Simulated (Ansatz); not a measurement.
**Geometry relaxation, with input and output: B31HN32 (part 3 of 4)**

Continued. System: B31HN32 (defect cell, 64 atoms in the cell). Method: DFT PBE+D3(BJ), scalar-relativistic, plane waves, PAW, spin-polarised (Ansatz 0.2.0); cutoff 420 eV, 2×2×2 k-mesh, Gaussian smearing of 0.01 eV, collinear spins. The structure derives from an entry of the Crystallography Open Database.

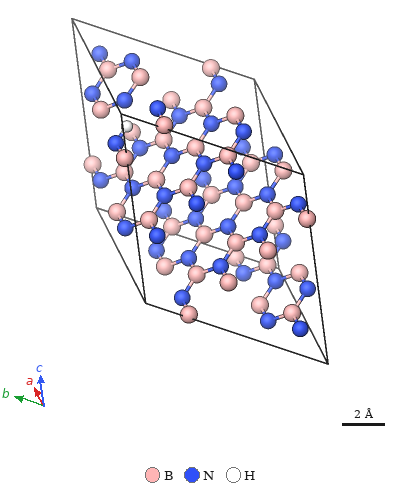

The geometry at step 9 of the log (ball-and-stick view of the cell of the calculation, seen at an oblique angle).

**What the program printed, continued**
```
relax step   9: F+E_penalty+E_count = -17218.34982463 eV  Δ(F+E_penalty+E_count) = -1.210e-4 eV  max|allowed force component| = 4.387e-3 eV/Å  Δτ_max = 0.0023 Å  (9 SCF iters, accepted)
SCF converged after 9 iterations
Magnetization: 2.0000 μB (128.0000 up, 126.0000 down)
Absolute magnetization: 2.2136 μB (∫|ρ↑−ρ↓|, with the PAW one-centre terms)
Spin contamination: 0.0081 ħ² per cell (⟨S²⟩ above its minimum at these occupations)
Per-site moments (μB) at R_I (Å): [(0.00021459511019078972, 0.580973065961328), (0.002427094660871092, 0.5872593419936577), (0.00014247608068489122, 0.5916675570234587), (-0.003590613305993493, 0.5953420714948074), (-0.0017194679654606523, 0.5947155163089737), (0.000624594113799997, 0.5927161844435177), (-0.0005423985650721199, 0.5804313438378018), (-0.003330655881363192, 0.5783007992474202), (-0.0021975269184460974, 0.5914633791583184), (-0.0013040197932904821, 0.5935506839272798), (-0.0006594807014109047, 0.5951155630771748), (-0.00456901474927623, 0.5783188751501128), (0.0011565950616558495, 0.5939364633163708), (-0.0016114011119324747, 0.595142435708387), (0.0015249411872789156, 0.5859268094977008), (-0.0004661259477857573, 0.5964801144583898), (-0.00036208099491507315, 0.5968062094436052), (-0.00033676341176122946, 0.5968606498671216), (-0.00034881515981848526, 0.5967778614633714), (-0.0003487382631957075, 0.5967712435435243), (-0.000323258265167514, 0.596673502272065), (-0.0003539842444862773, 0.5965882312896262), (-0.0004113851152679041, 0.5968075405328671), (-0.0003532399977553656, 0.5965771868338247), (-0.0004121598148839193, 0.5968041110329657), (-0.0004662443826865392, 0.5964980741592688), (-0.0003865292685642029, 0.5965945251807319), (-0.0003848225391753004, 0.5965843897396892), (-0.0003625751005881569, 0.5968109743882121), (-0.0003368593854778391, 0.596860950847831), (-0.0003242568281437512, 0.5966704415262206), (0.008384388519445151, 0.5964801144583898), (0.003961174754434838, 0.5968062094436052), (0.003928302945010034, 0.5967712435435243), (0.0038051944108464207, 0.5970616460282206), (0.0038051894269775736, 0.5970634775019141), (0.002866856282713952, 0.596673502272065), (0.004163108990564167, 0.5968075405328671), (0.0042165545564347715, 0.5967570039984308), (0.004170782843128038, 0.5968041110329657), (0.004206590729502704, 0.596754821670789), (0.008426238194456979, 0.5964980741592688), (0.005310064899233569, 0.5968659685363706), (0.005323095410197972, 0.5968599974341213), (0.003961959993049874, 0.5968109743882121), (0.003931376136905908, 0.5967778614633714), (0.002878611442130042, 0.5966704415262206), (0.009980062643033494, 0.4227155234306054), (0.013574677647217637, 0.5919945894537203), (0.019009498723342375, 0.5947155163089737), (0.03062394563796433, 0.5916675570234587), (0.042596976721913066, 0.5971897389379898), (0.0176670293924678, 0.5958244571251552), (0.019747060733065185, 0.5946928258714798), (0.009180467930074048, 0.5927161844435177), (0.3254493211557288, 0.5783007992474202), (0.04331625140763514, 0.5914633791583184), (0.015054004477579932, 0.5935506839272798), (0.019784323244951163, 0.5951155630771748), (0.3299515376626641, 0.5783188751501128), (0.05032736120065949, 0.5939364633163708), (0.0363441768682415, 0.5948364998426128), (0.045669797181002746, 0.5953420714948074), (-0.00026878793460761817, 0.4227155234306054)]
Free energy (F): -17218.349825 eV
Harris-Foulkes:  -17218.349825 eV  (|F-HF|=1.01e-9)
Internal energy: -17218.348635 eV  (E = F + TS)
E sigma→0 (E₀):  -17218.349230 eV
Entropy (-TS):   -0.001190 eV (-0.019 meV/atom)
Fermi energy:    4.780272 eV
--- Per-component energies (eV) ---
  E_band       = -631.587853
  E_kinetic    = 5828.182417
  E_local      = -11036.530403  (includes V_loc(G=0)·N_el)
  E_nonlocal   = 1842.792625
  E_hartree    = 3546.572056
  E_xc         = -2925.366814
  E_vxc        = -3631.359540  (∫ρ·V_xc dr)
  E_paw        = -6539.091920  (= ΣΔE_a)
  E_vpaw       = -727.819303  (= ΣTr[D̂ρ^β])
  E_aug_tail   = 0.001999  (compensation charges beyond the density's cutoff)
  E_ewald      = -7925.991876
  E_disp       = -8.916719  (pairwise vdW)
  E_smearing   = -0.001190  (= −TS)
  E_closure    = 0.000000  (closes the sum)
  Σ components = -17218.349825   (vs F -17218.349825, Δ=0.00e0)
--- Forces (eV/Å), atoms counted from 1 ---
  atom   1  B     -0.00037981     0.00272880    -0.00017567
  atom   2  B      0.00233531    -0.00159025     0.00061874
  atom   3  B      0.00015501     0.00096917    -0.00015034
  atom   4  B      0.00077546    -0.00058014    -0.00009726
  atom   5  B     -0.00135940     0.00054846    -0.00034131
  atom   6  B      0.00036492    -0.00102036     0.00002155
  atom   7  B      0.00164293     0.00219022    -0.00021182
  atom   8  B     -0.00237397    -0.00236787     0.00028556
  atom   9  B     -0.00115078     0.00151832    -0.00008302
  atom  10  B     -0.00057202    -0.00054606     0.00005350
  atom  11  B      0.00086353    -0.00083139    -0.00002215
  atom  12  B      0.00168242    -0.00089853     0.00027072
  atom  13  B     -0.00162094    -0.00031659     0.00003611
  atom  14  B     -0.00150330    -0.00020857     0.00002834
  atom  15  B     -0.00248464     0.00191823     0.00060531
  atom  16  B      0.00005682    -0.00001468    -0.00027439
  atom  17  B     -0.00001941    -0.00009031    -0.00013150
  atom  18  B     -0.00010702    -0.00006336     0.00038853
  atom  19  B     -0.00011027    -0.00044028     0.00000885
  atom  20  B      0.00013865    -0.00033229    -0.00016793
  atom  21  B     -0.00015496    -0.00019448     0.00013729
  atom  22  B      0.00025128     0.00006317    -0.00039814
  atom  23  B      0.00015367    -0.00038620    -0.00036898
  atom  24  B      0.00001471    -0.00020298    -0.00026627
  atom  25  B     -0.00010015    -0.00021679     0.00005469
  atom  26  B     -0.00035809     0.00012213    -0.00057039
  atom  27  B      0.00017851    -0.00048991    -0.00023421
  atom  28  B      0.00037223    -0.00008704    -0.00041177
  atom  29  B     -0.00003921     0.00004384    -0.00000331
  atom  30  B     -0.00032788    -0.00011182    -0.00071959
  atom  31  B     -0.00008543    -0.00025411     0.00011270
  atom  32  N      0.00003641    -0.00003325     0.00047031
  atom  33  N     -0.00002091    -0.00001422     0.00037184
  atom  34  N     -0.00013265    -0.00000829     0.00054936
  atom  35  N      0.00001321     0.00013426     0.00058501
  atom  36  N     -0.00010879    -0.00011585     0.00076371
  atom  37  N     -0.00003459     0.00007238     0.00065944
  atom  38  N     -0.00019391     0.00010743     0.00100316
  atom  39  N     -0.00004317     0.00017099     0.00063527
  atom  40  N     -0.00009104     0.00026961     0.00054200
  atom  41  N      0.00012430     0.00016199     0.00088456
  atom  42  N     -0.00009204     0.00008267     0.00089261
  atom  43  N     -0.00008836     0.00012392     0.00059744
  atom  44  N     -0.00014028    -0.00001620     0.00074003
  atom  45  N      0.00018406    -0.00011973     0.00105761
  atom  46  N     -0.00000752     0.00025550     0.00078531
  atom  47  N      0.00009345     0.00006157     0.00080496
  atom  48  N      0.00084782    -0.00221785     0.00002808
  atom  49  N     -0.00067691    -0.00138928    -0.00014317
  atom  50  N     -0.00020000    -0.00103106    -0.00012153
  atom  51  N      0.00033960     0.00028758    -0.00055359
  atom  52  N     -0.00174305     0.00113316    -0.00064097
  atom  53  N      0.00093547    -0.00094910    -0.00017348
  atom  54  N      0.00078894     0.00096103    -0.00042951
  atom  55  N     -0.00077060     0.00110235    -0.00036857
  atom  56  N      0.00438658    -0.00126763    -0.00170295
  atom  57  N     -0.00015886     0.00044067    -0.00011022
  atom  58  N      0.00084987     0.00033684    -0.00031934
  atom  59  N      0.00070003     0.00099060    -0.00040856
  atom  60  N     -0.00175926     0.00138486    -0.00215826
  atom  61  N      0.00109175     0.00113449    -0.00046619
  atom  62  N      0.00258682    -0.00008920    -0.00080360
  atom  63  N     -0.00185660    -0.00011856    -0.00057731
  atom  64  H     -0.00110214    -0.00071057    -0.00039133
  max |Σ_I F_I| component: 1.06e-5 eV/Å
--- Band table (eV; the first three rows and the last of 16) ---
  k-point 0 ↑: bands = ["-13.2047", "-12.9116", "-12.2066", "-12.1943", "-12.1926", "-12.1672", "-11.9265", "-11.9190", "-11.9166", "-11.7900", "-11.2760", "-11.2408", "-11.2218", "-11.1581", "-11.0526", "-11.0215", "-10.9978", "-10.7523", "-10.2059", "-10.1544", "-10.0820", "-10.0612", "-10.0147", "-9.9911", "-9.9901", "-9.9630", "-9.8535", "-9.7138", "-9.5296", "-9.5290", "-9.4285", "-9.2183", "-4.2996", "-4.2943", "-4.2924", "-4.2312", "-4.2248", "-4.1139", "-3.6024", "-3.6004",
      "-3.5407", "-3.2179", "-3.0079", "-3.0061", "-2.9364", "-2.8315", "-2.0259", "-1.9696", "-1.9694", "-1.9689", "-1.9141", "-1.8847", "-1.8689", "-1.8634", "-1.8463", "-1.8127", "-1.6941", "-1.6010", "-1.4668", "-1.2818", "-1.2755", "-1.0994", "-0.8065", "-0.5210", "-0.5203", "-0.5019", "-0.2628", "0.2725", "0.2844", "0.2966", "0.3136", "0.3247", "0.3345", "0.3780", "0.3982", "0.4064", "0.4129", "0.4256", "0.4356", "0.4565",
      "0.4577", "0.4843", "0.4941", "0.5130", "0.5912", "0.6146", "0.6233", "0.6537", "0.8621", "0.8928", "0.8947", "0.9451", "1.0699", "1.1176", "1.1339", "1.1472", "1.3071", "1.5624", "1.6315", "1.6353", "1.6360", "1.6533", "1.6626", "1.6766", "2.6539", "2.7016", "2.7871", "2.7987", "2.8751", "2.8833", "2.9006", "3.0454", "3.2501", "3.2512", "3.2640", "3.6505", "3.6543", "3.6691", "3.7852", "3.9078",
      "4.1023", "4.1431", "4.2147", "4.3633", "4.3658", "4.3738", "4.5235", "4.7130", "8.9399", "9.3049", "9.3105", "9.3387", "9.3454", "9.3727", "9.3773", "9.4275", "9.8218", "9.9412", "10.1823", "10.2521", "10.5602", "10.7514", "11.2697", "11.8662", "11.8909", "11.9272", "12.1507", "12.3711", "12.4128", "12.4569", "12.7401", "12.7963", "12.8177", "12.8764", "12.9323", "12.9529", "12.9568", "13.0396", "13.0410", "13.0594",
      "13.0786", "13.3182", "14.0950", "14.1671", "14.4767", "14.4903", "14.5523", "14.5801", "14.6866", "14.9141", "14.9343", "14.9454", "15.1569", "15.1963", "15.1970", "15.2409", "15.7265", "15.7919", "15.7978", "16.0924", "16.1130", "16.1352", "16.1754", "16.1865", "16.2360", "16.2398", "16.3769", "16.4111", "16.4479", "16.4509", "16.5177", "16.5621"]
  k-point 1 ↑: bands = ["-12.9929", "-12.8962", "-12.7720", "-12.6555", "-11.8576", "-11.8421", "-11.7661", "-11.7347", "-11.6602", "-11.6539", "-11.5715", "-11.4734", "-11.2718", "-11.2104", "-11.1170", "-10.9882", "-10.4869", "-10.4417", "-10.4173", "-10.4014", "-10.3645", "-10.3315", "-10.2582", "-10.0515", "-9.9328", "-9.8497", "-9.8420", "-9.6637", "-9.4543", "-9.4539", "-9.2956", "-9.2154", "-4.1709", "-4.1115", "-4.1007", "-3.8334", "-3.5822", "-3.5633", "-3.5358", "-3.5262",
      "-3.5089", "-3.5014", "-3.4706", "-3.3727", "-3.3597", "-3.3027", "-3.1636", "-2.9271", "-2.4251", "-2.4198", "-2.4147", "-1.9788", "-1.5594", "-1.5580", "-1.5487", "-1.3610", "-1.1016", "-0.9659", "-0.7298", "-0.7124", "-0.6901", "-0.6888", "-0.6829", "-0.6786", "-0.6122", "-0.4397", "-0.3735", "-0.3658", "-0.2956", "-0.1570", "0.1581", "0.1663", "0.1949", "0.2859", "0.3360", "0.3630", "0.3991", "0.4129", "0.4154", "0.4192",
      "0.4200", "0.4479", "0.4954", "0.5066", "0.5514", "0.5760", "0.7888", "0.9021", "0.9281", "0.9663", "0.9747", "0.9820", "0.9848", "1.0260", "1.2856", "1.3636", "1.8048", "1.8254", "1.8460", "1.8977", "1.9316", "2.0691", "2.3595", "2.3626", "2.4094", "2.4732", "2.4826", "2.5170", "2.5312", "2.6023", "2.7024", "2.8070", "2.8090", "2.9271", "3.4689", "3.4994", "3.5240", "3.5676", "3.5803", "3.6864",
      "3.8759", "4.1317", "4.2880", "4.3447", "4.3693", "4.5841", "4.6220", "4.6575", "9.0741", "9.1947", "9.3176", "9.3694", "9.5059", "9.6164", "9.8525", "9.9279", "9.9421", "9.9763", "10.0166", "10.4706", "10.7439", "10.7698", "10.8548", "10.9493", "11.0787", "11.5784", "12.0236", "12.1304", "12.3131", "12.3421", "12.3636", "12.3827", "12.4857", "12.7784", "13.0486", "13.0930", "13.1674", "13.4430", "13.9199", "13.9357",
      "13.9497", "14.0058", "14.0542", "14.1214", "14.1632", "14.2710", "14.3397", "14.3866", "14.4984", "14.8924", "14.9994", "15.1070", "15.1242", "15.4244", "15.4734", "15.5663", "15.7767", "15.8505", "15.9002", "15.9309", "16.0924", "16.1123", "16.2440", "16.2760", "16.3170", "16.3753", "16.3917", "16.5352", "16.7436", "16.7970", "16.8052", "16.8116"]
  k-point 2 ↑: bands = ["-12.9929", "-12.8961", "-12.7719", "-12.6556", "-11.8575", "-11.8421", "-11.7661", "-11.7347", "-11.6603", "-11.6540", "-11.5714", "-11.4733", "-11.2718", "-11.2105", "-11.1170", "-10.9881", "-10.4869", "-10.4417", "-10.4174", "-10.4012", "-10.3645", "-10.3316", "-10.2582", "-10.0515", "-9.9328", "-9.8498", "-9.8420", "-9.6637", "-9.4543", "-9.4539", "-9.2956", "-9.2154", "-4.1709", "-4.1116", "-4.1006", "-3.8334", "-3.5822", "-3.5633", "-3.5358", "-3.5263",
      "-3.5089", "-3.5014", "-3.4706", "-3.3727", "-3.3597", "-3.3027", "-3.1635", "-2.9271", "-2.4251", "-2.4198", "-2.4147", "-1.9788", "-1.5594", "-1.5580", "-1.5487", "-1.3610", "-1.1019", "-0.9655", "-0.7297", "-0.7124", "-0.6901", "-0.6888", "-0.6829", "-0.6786", "-0.6122", "-0.4397", "-0.3736", "-0.3657", "-0.2956", "-0.1570", "0.1581", "0.1663", "0.1949", "0.2859", "0.3361", "0.3634", "0.3991", "0.4128", "0.4154", "0.4191",
      "0.4199", "0.4480", "0.4957", "0.5070", "0.5502", "0.5767", "0.7884", "0.9021", "0.9281", "0.9664", "0.9747", "0.9820", "0.9848", "1.0260", "1.2857", "1.3636", "1.8046", "1.8248", "1.8458", "1.8983", "1.9315", "2.0693", "2.3594", "2.3626", "2.4093", "2.4732", "2.4826", "2.5172", "2.5311", "2.6021", "2.7023", "2.8070", "2.8091", "2.9276", "3.4688", "3.4992", "3.5238", "3.5679", "3.5806", "3.6861",
      "3.8759", "4.1319", "4.2878", "4.3448", "4.3693", "4.5841", "4.6220", "4.6575", "9.0740", "9.1947", "9.3176", "9.3694", "9.5059", "9.6167", "9.8527", "9.9284", "9.9423", "9.9756", "10.0163", "10.4704", "10.7428", "10.7702", "10.8556", "10.9500", "11.0780", "11.5783", "12.0237", "12.1307", "12.3131", "12.3410", "12.3640", "12.3821", "12.4879", "12.7787", "13.0483", "13.0919", "13.1680", "13.4425", "13.9204", "13.9359",
      "13.9497", "14.0055", "14.0540", "14.1230", "14.1608", "14.2712", "14.3401", "14.3868", "14.4981", "14.8925", "14.9992", "15.1070", "15.1241", "15.4244", "15.4732", "15.5669", "15.7770", "15.8496", "15.9004", "15.9312", "16.0924", "16.1123", "16.2439", "16.2761", "16.3171", "16.3751", "16.3918", "16.5353", "16.7436", "16.7979", "16.8049", "16.8115"]
```
